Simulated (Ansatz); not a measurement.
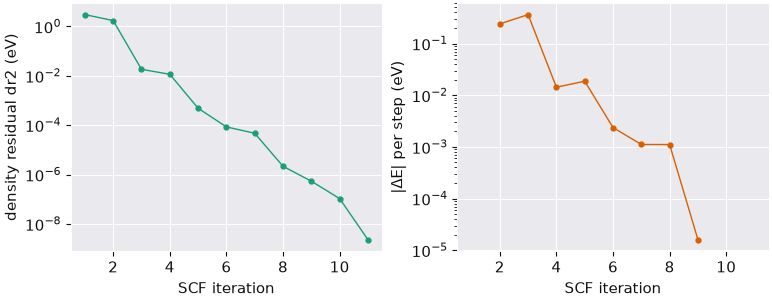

The plot shows the SCF iterations of a calculation: density residual dr2, step-to-step change of the Harris–Foulkes energy. Energy differences below 3 × 10⁻⁶ eV aren't drawn.

Si (8 atoms in the cell), run with Ansatz.

```
crystal:
  lattice:
    - [1.9296096887, 1.1140606899, 12.6798684985]
    - [-1.9296096887, 1.1140606899, 12.6798684985]
    - [0.0, -2.2281213297, 12.6798685029]
  atoms:
    - { symbol: Si, position: [0.822928, 0.822928, 0.822928], spin: 0.2, spin_axis: [0, 0, 1] }
    - { symbol: Si, position: [0.23928, 0.23928, 0.23928], spin: 0.2, spin_axis: [0, 0, 1] }
    - { symbol: Si, position: [0.656183, 0.656183, 0.656183], spin: 0.2, spin_axis: [0, 0, 1] }
    - { symbol: Si, position: [0.40648, 0.40648, 0.40648], spin: 0.2, spin_axis: [0, 0, 1] }
    - { symbol: Si, position: [0.59352, 0.59352, 0.59352], spin: 0.2, spin_axis: [0, 0, 1] }
    - { symbol: Si, position: [0.343817, 0.343817, 0.343817], spin: 0.2, spin_axis: [0, 0, 1] }
    - { symbol: Si, position: [0.76072, 0.76072, 0.76072], spin: 0.2, spin_axis: [0, 0, 1] }
    - { symbol: Si, position: [0.177072, 0.177072, 0.177072], spin: 0.2, spin_axis: [0, 0, 1] }
basis:
  ecutwfc: 420
kpoints:
  mp_grid: { grid: [12, 12, 12] }
hamiltonian:
  xc: pbe
  pseudopotentials: { kind: paw_fr }
scf:
  occupations: { method: gaussian, width: 0.02 }
output:
  forces: true
  eigenvalues: true
  stress: true
magnetization:
  noncollinear: true
  spin_orbit: true
```

Launched with:
```bash
ansatz run input.yaml --threads 4 --pin off --max-ram 8192MiB --backend cpu --events-out ev --progress --plain --runs-dir out
```

> How did this run end?

It was still iterating, at step 11, when the time limit ended it. The residual is still falling at the last step (down to 2.3 × 10⁻⁹). The program keeps the magnetisation out of the quasi-Newton mixer until iteration 6 and then restarts the mixer with it.

> What is the residual at the start and at the end?

It starts near 3 and ends near 2 × 10⁻⁹ eV.
